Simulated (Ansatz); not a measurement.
## Moving the knobs of a GW run on AlN (F-43m)

Aim: change settings of a G0W0 run on AlN (F-43m) and see what moves.

Calculated with Ansatz 0.2.0; G0W0 on PBE, plane waves, PAW; PAW set soft_1.

## (1) The starting structure

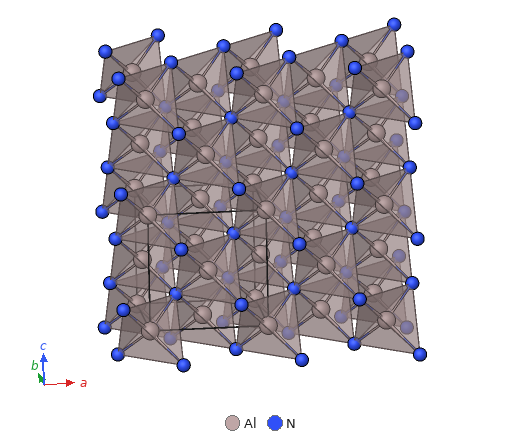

The cell as given, slightly off an axis (aluminium light grey, nitrogen blue). 2×1×2 cells are drawn. This picture shows the conventional cell, with its axes. Some periodic images of atoms are drawn too.

Coordinates:

```
Al N
1.0
     0.00000    2.18399    2.18399
     2.18399    0.00000    2.18399
     2.18399    2.18399    0.00000
Al N
1 1
Direct
  0.00000 0.00000 0.00000
  0.75000 0.75000 0.75000
```

The cell and positions are those that the Materials Project relaxed with its own functionals (PBE, PBE+U or r2SCAN), kept fixed. This is not the form that AlN usually takes at ambient conditions.

## (2) The base run: 6×6×6 mesh, 62 empty bands, screening to 120 eV, plasmon pole, PAW set soft_1 files

Now the one-shot GW correction: screening in the RPA, then the self-energy of the levels asked for. This step takes PAW set soft_1 files.

Contents of input.yaml:

```yaml
crystal:
  lattice:
    - [0.0, 2.1839935596, 2.1839935596]
    - [2.1839935596, 0.0, 2.1839935596]
    - [2.1839935596, 2.1839935596, 0.0]
  atoms:
    - { symbol: Al, position: [0.0, 0.0, 0.0] }
    - { symbol: "N", position: [0.75, 0.75, 0.75] }
kpoints:
  mp_grid: { grid: [6, 6, 6] }
hamiltonian:
  xc: pbe
  pseudopotentials: { kind: paw, azcp: { folder: soft_1 } }
scf:
  occupations: { method: fixed }
gw:
  n_empty_bands: 62
  ecut_chi: 120
  qp_bands: [v2, c2]
  qp_kpoints: band_edges
  screening: { model: godby_needs }
```

Run with:

```
$ ansatz run input.yaml --threads 3 --pin off --max-ram 92160MiB --backend cuda --events-out ev --progress --plain --runs-dir out --devices 1 --max-vram 13GiB
```

Numbers of over 12 decimals in the logs are rounded to 6 here.

The log of the run:

```text
GPUs: using 1 of 1 available (devices: 1).
Engine: ansatz 0.2.0, x86_64-unknown-linux-gnu
Pseudopotentials: kind: paw
Pseudopotential: Al, paw, valence charge 3, recommended cutoff 420 eV (normal), soft_1/Al.paw.azcp
Pseudopotential: N, paw, valence charge 5, recommended cutoff 420 eV (normal), soft_1/N.paw.azcp
Functional definition: PBE
  parameter kappa = 0.804
  parameter beta = 0.066725
  exchange = pbe_x(kappa = kappa, mu = beta*pi^2/3)
  correlation = pbe_c(beta = beta)
device memory: the entry about to start is reckoned to put 0.4 GiB on a device that reports 53.7 GiB free (of which the cap on the GPU budget leaves the run 13.0 GiB)
GPU FFT provider: cuFFT
GPU libraries: cuBLAS 13.8.2, cuFFT 12.4.0, cuSOLVER 12.3.4
Crystal: 2 atoms, lattice volume = 20.835 Å³
Basis set: ecut = 420 eV, 411 PW (Γ)
Bands: 8, of which v1, the nominal top of the filled ones, is band 4 counted from 1 (3 counted from 0)
Symmetry: 24 space group operations
Space group: F-43m (ITA 216), of the structure as read, at distance tolerance 2.8e-5 Å
k-points: 16 of 216 (time reversal used)
Non-local potential: Al, projectors of the file, l = 0: 2, l = 1: 2, l = 2: 1
Non-local potential: N, projectors of the file, l = 0: 2, l = 1: 2, l = 2: 1
PAW form: soft (Blöchl's): semilocal exchange-correlation on the pseudo side does not see the compensation charge
PAW one-centre angular grid: Al, 110 points (default); XC on 64 Gauss nodes
PAW one-centre angular grid: N, 110 points (default); XC on 64 Gauss nodes
Initial density: superposition of atomic densities (chi_scale 0.1, normalization cell, long waves kept (reshape's long-wave potential 0.00 eV rms))
Initial wavefunctions: pseudopotential atomic-orbital guess
GPU buffer pool allocated for 13824 grid points (all kernels)
GPU transforms: local potential and band sums: pruned to the plane-wave sphere, on 24×24×24
Functional: x = pbe(κ = 0.804, μ = 0.219515), c = pbe(β = 0.066725)
SCF iter   1: F=—  HF=-925.658789 eV  |F-HF|=—  |Δ(HF+E_count)|=         —  Δρ=1.39e-1  dr2=4.93e0  ethr=3.10e-3  ⟨swp⟩=4.2  Hψ=839  notcnv=0  defer=4
preconditioner: auto → none  [insulator: Δε(μ)=5.460 eV  Ē_g=16.570 eV  n_scr=0 (ndim 8)  ℏωp=23.0 eV  f_vac=0.000  ε∞_Penn≈2.9]
SCF iter   2: F=—  HF=-924.424811 eV  |F-HF|=—  |Δ(HF+E_count)|=    1.23e0  Δρ=7.73e-2  dr2=7.44e-1  ethr=3.10e-3  ⟨swp⟩=2.7  Hψ=400  notcnv=0  defer=20
SCF iter   3: F=—  HF=-924.214508 eV  |F-HF|=—  |Δ(HF+E_count)|=   2.10e-1  Δρ=2.34e-2  dr2=5.69e-2  ethr=3.10e-3  ⟨swp⟩=2.6  Hψ=345  notcnv=0  defer=28
SCF iter   4: F=—  HF=-924.207733 eV  |F-HF|=—  |Δ(HF+E_count)|=   6.78e-3  Δρ=1.45e-3  dr2=2.17e-4  ethr=7.12e-4  ⟨swp⟩=2.0  Hψ=162  notcnv=0  defer=30
[...]
E_nonlocal   = 44.656391
  E_hartree    = 77.121741
  E_xc         = -99.069739
  E_vxc        = -107.006535  (∫ρ·V_xc dr)
  E_paw        = -597.912116  (= ΣΔE_a)
  E_vpaw       = -24.136877  (= ΣTr[D̂ρ^β])
  E_aug_tail   = 0.000837  (compensation charges beyond the density's cutoff)
  E_ewald      = -296.603555
  E_smearing   = -0.000000  (= −TS)
  E_closure    = 0.000000  (closes the sum)
  Σ components = -924.207667   (vs F -924.207667, Δ=0.00e0)
--- Band table (eV; the first three rows and the last of 16) ---
  k-point 0: bands = ["-7.9981", "6.9655", "6.9655", "6.9655", "11.1514", "19.5431", "19.5431", "19.5431"]
  k-point 1: bands = ["-7.6016", "5.1152", "6.8345", "6.8345", "12.5774", "18.6294", "19.7025", "19.7025"]
  k-point 2: bands = ["-6.6187", "2.4255", "6.5971", "6.5971", "13.9750", "17.3721", "18.6938", "18.6938"]
  k-point 15: bands = ["-5.2817", "2.6615", "4.1949", "4.4753", "12.2125", "17.2783", "19.9470", "19.9915"]
--- G₀W₀: ω_p = 23.0097 eV, 216 q-points, 62 empty bands' worth ---
  eigenvalues of the whole cell's RPA ε∞ on this k-mesh (on a slab, of 1 + 4πα/V) = 4.4070, 4.4070, 4.4070; static W/v taken at q = 0 is 0.226914
  GN-PPA: 379690/837177 pairs with Re ω̃² < 0 across q-mesh
  bands read: the sum over 66 bands ends inside a degenerate multiplet in 4 slots, whose members it reads at an even weight; the widest, k=0: bands 65 to 67 (counted from 1) at 2/3 each
  gw.qp_kpoints: band_edges: 9 of 16 stored k-points solved, in 1 pass; an edge of the gap read off the rows below is read off those points alone
    valence top: of the k-points left out ik 4 came nearest to being solved in a further pass, in band 3 (counted from 1, as in the quasiparticle table): it holds the edge there only if its correction is more favourable than any solved in that band by at least 0.515 eV; those differ by 0.340 eV
    conduction bottom: of the k-points left out ik 15 came nearest to being solved in a further pass, in band 5 (counted from 1, as in the quasiparticle table): it holds the edge there only if its correction is more favourable than any solved in that band by at least 1.924 eV; those differ by 0.562 eV
    ik  band        ε_KS         Σx   Σc(E_QP)       V_xc       Z   E_QP_lin       E_QP  E_QP is
     0     3      6.9655   -21.7299     3.3223   -17.6767  0.7889     6.2312     6.2345  root
     0     4      6.9655   -21.7299     3.3223   -17.6767  0.7889     6.2312     6.2345  root
     0     5     11.1514    -9.8106    -3.8460   -14.4660  0.8196    11.9640    11.9608  root
     0     6     19.5431    -6.5416    -5.1626   -12.7903  0.8204    20.6370    20.6292  root
     1     3      6.8345   -21.7241     3.3556   -17.6174  0.7886     6.0799     6.0834  root
     1     4      6.8345   -21.7241     3.3556   -17.6174  0.7886     6.0799     6.0834  root
     1     5     12.5774   -10.1092    -4.0139   -15.0503  0.8128    13.5090    13.5046  root
     1     6     18.6294    -6.9105    -5.1415   -13.1362  0.8155    19.7217    19.7136  root
[...]
12     3      5.1996   -21.2109     3.6769   -16.5476  0.7852     4.2063     4.2132  root
    12     4      5.1996   -21.2109     3.6769   -16.5476  0.7852     4.2063     4.2132  root
    12     5     10.2882    -5.8665    -3.8136   -10.1533  0.8363    10.7625    10.7614  root
    12     6     15.5843    -6.0620    -4.4425   -11.3011  0.8386    16.3843    16.3809  root
[key lines of the parts left out:]
SCF converged after 7 iterations
Free energy (F): -924.207667 eV
Fermi energy:    6.965493 eV
```

The job ended after 12 s (1 × NVIDIA H100 80GB HBM3 (shared by 6 runs) with 3 threads of AMD EPYC 7R13 (Zen 3), shared host; peak memory 0.95 GiB; 11 s of CPU time).

In the SCF lines HF is the Harris–Foulkes energy and dr2 the Hartree energy of the density residual, in eV; the loop may stop once dr2 is under the threshold and the program's other checks hold. Hψ counts applications of the Hamiltonian.

This step gave:

```yaml
bands_summed: 66
plasmon_pole_fit_frequency: 23.01 eV
rpa_eps_infinity_on_this_mesh_eigenvalues: 4.407, 4.407, 4.407
plane_waves_in_the_screening_matrix: 59
q_points_in_the_mesh: 216
g0w0_gap_on_the_mesh: 4.527 eV
k_of_the_valence_top: 0, 0, 0
k_of_the_conduction_bottom: 0, -0.5, -0.5
starting_gap_on_the_mesh: 3.323 eV
z_at_the_valence_top: 0.7889
z_at_the_conduction_bottom: 0.8363
least_direct_g0w0_gap_on_the_computed_points: 5.726 eV
```

The gap on the mesh goes from 3.32 eV to 4.53 eV, a correction of +1.20 eV. Between the two edge states, bare exchange in place of the xc potential would open the gap by 8.34 eV, and correlation takes back 7.14 eV.

## (3) Variant: plasmon pole at a typed frequency

Changes to input.yaml since step 2:

```diff
@@ -16,4 +16,4 @@
 gw:
-  n_empty_bands: 62
-  ecut_chi: 120
+  n_empty_bands: 47
+  ecut_chi: 100
   qp_bands: [v2, c2]
@@ -21 +21,2 @@
   screening: { model: godby_needs }
+  plasmon_pole_fit_frequency: 40
```

The log of the run:

```text
GPUs: using 1 of 1 available (devices: 1).
[...]
GPU FFT provider: cuFFT
GPU libraries: cuBLAS 13.8.2, cuFFT 12.4.0, cuSOLVER 12.3.4
Crystal: 2 atoms, lattice volume = 20.835 Å³
Basis set: ecut = 420 eV, 411 PW (Γ)
Bands: 8, of which v1, the nominal top of the filled ones, is band 4 counted from 1 (3 counted from 0)
[... 1 set-up line as in the run before ...]
[...]
k-points: 16 of 216 (time reversal used)
[...]
GPU buffer pool allocated for 13824 grid points (all kernels)
[...]
SCF iter   1: F=—  HF=-925.658789 eV  |F-HF|=—  |Δ(HF+E_count)|=         —  Δρ=1.39e-1  dr2=4.93e0  ethr=3.10e-3  ⟨swp⟩=4.2  Hψ=839  notcnv=0  defer=4
[...]
SCF iter   7: F=-924.207667 eV  HF=-924.207667 eV  |F-HF|=3.73e-9  |Δ(HF+E_count)|=   5.43e-8  Δρ=4.88e-6  dr2=3.02e-9  ethr=1.25e-9  ⟨swp⟩=3.9  Hψ=575  notcnv=0
SCF 1 converged in 7 iterations: F = -924.207667 eV  dr2 = 3.02e-9
[...]
NSCF: frozen V_eff on 16 k-points, pencils in batches of 32, up to order 32
[...]
NSCF: frozen V_eff on 16 k-points
G₀W₀ screening: q 1/16
[... further progress lines ...]
[...]
SCF converged after 7 iterations
Free energy (F): -924.207667 eV
[...]
Internal energy: -924.207667 eV  (E = F + TS)
E sigma→0 (E₀):  -924.207667 eV
Fermi energy:    6.965493 eV
[...]
--- Band table (eV; the first three rows and the last of 16) ---
[...]
--- G₀W₀: ω_p = 40.0000 eV, 216 q-points, 47 empty bands' worth ---
[...]
GN-PPA: 172076/481107 pairs with Re ω̃² < 0 across q-mesh
[...]
0     3      6.9655   -21.7299     3.3635   -17.6767  0.7995     6.2732     6.2758  root
     0     4      6.9655   -21.7299     3.3635   -17.6767  0.7995     6.2732     6.2758  root
     0     5     11.1514    -9.8106    -3.8360   -14.4660  0.8287    11.9737    11.9708  root
     0     6     19.5431    -6.5416    -5.1428   -12.7903  0.8341    20.6708    20.6489  root
     1     3      6.8345   -21.7241     3.3945   -17.6174  0.7993     6.1194     6.1223  root
     1     4      6.8345   -21.7241     3.3945   -17.6174  0.7993     6.1194     6.1223  root
     1     5     12.5774   -10.1092    -3.9829   -15.0503  0.8222    13.5399    13.5356  root
     1     6     18.6294    -6.9105    -5.1130   -13.1362  0.8231    19.7499    19.7421  root
[...]
12     3      5.1996   -21.2109     3.6886   -16.5476  0.7957     4.2165     4.2249  root
    12     4      5.1996   -21.2109     3.6886   -16.5476  0.7957     4.2165     4.2249  root
    12     5     10.2882    -5.8665    -3.8438   -10.1533  0.8437    10.7320    10.7312  root
    12     6     15.5843    -6.0620    -4.4542   -11.3011  0.8457    16.3722    16.3692  root
```

It took 13 s on 1 × NVIDIA H100 80GB HBM3 (shared by 6 runs) with 3 threads; peak memory 0.93 GiB; 8.9 s of CPU time.

The G0W0 gap on the mesh is 4.455 eV.

Against the base:

```tsv
setting	base	variant
empty bands	62	47
screening cutoff (eV)	120	100
plasmon pole fit frequency	-	40
```

```tsv
quantity	variant	base
starting gap on the mesh	3.323	3.323
G0W0 gap on the mesh	4.455	4.527
least direct G0W0 gap on the computed points	5.695	5.726
Z at the valence top	0.799	0.789
Z at the conduction bottom	0.844	0.836
```

## (4) Outcome

| Item | Value |
| --- | --- |
| base | 4.53 eV, 12 s |
| plasmon pole at a typed frequency | 4.46 eV, 13 s |

What this shows: Plasmon pole at a typed frequency: the gap moves by −0.07 eV. The variant differs from the base in empty bands, screening cutoff and plasmon pole fit frequency together, so the change can't be laid to one of them. All runs here use a coarse mesh and modest cutoffs; they test settings and are not final values.

[Paths, hosts, dates, memory and timing lines, banners, echoed tables and standing remarks are left out of the program output.]

[Logs are printed without paths, hosts, clocks, repeated set-up lines and the standing remarks that a program may print on its own settings, such as how far it seeks lower states.]

[Runs of the session that timed out or met a known fault of the program may be left out.]

[Cells called generated may have been cut or substituted from an entry of the Crystallography Open Database or the Materials Project.]

[Hosts, paths, dates, database ids (printed as entryN), source tags and the programs' standing remarks are cut or masked in the printed files.]
